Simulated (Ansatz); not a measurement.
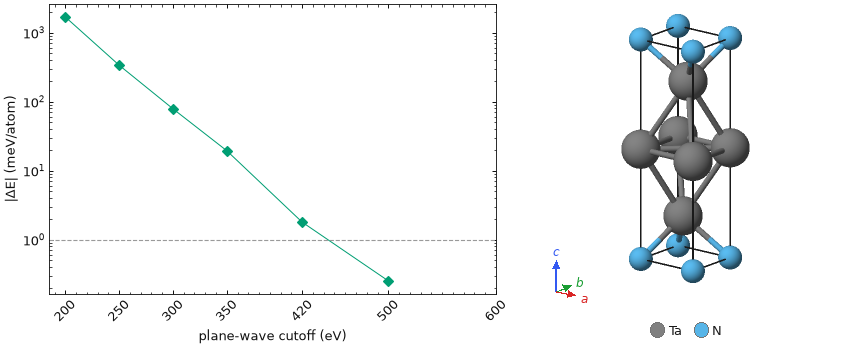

Beside the plot: the structure in its conventional cell.

Convergence test: the plane-wave cutoff (density cutoff scaled with it) is varied and all else is held.
System: Ta₃N (P-3m1, 4 atoms in the cell).
Method: DFT PBE, scalar-relativistic, plane waves, PAW (Ansatz 0.2.0); 15×15×6 k-mesh, Gaussian smearing of 0.1 eV.
ΔE is the free energy less its value at the largest setting, 600 eV.
Dashed lines or grey bands mark the tolerance: 1 meV/atom.
The atoms sit off their equilibrium sites.

Question: What is enough for the free energy to 1 meV/atom?

Answer: The free energy is within 1 meV/atom of the largest setting's value from 500 eV on. It is off by 1700 meV/atom at 200 eV, 79 meV/atom at 300 eV and 1.8 meV/atom at 420 eV (always above it). The smaller bases give higher energies, which fall towards the limit as the basis grows.
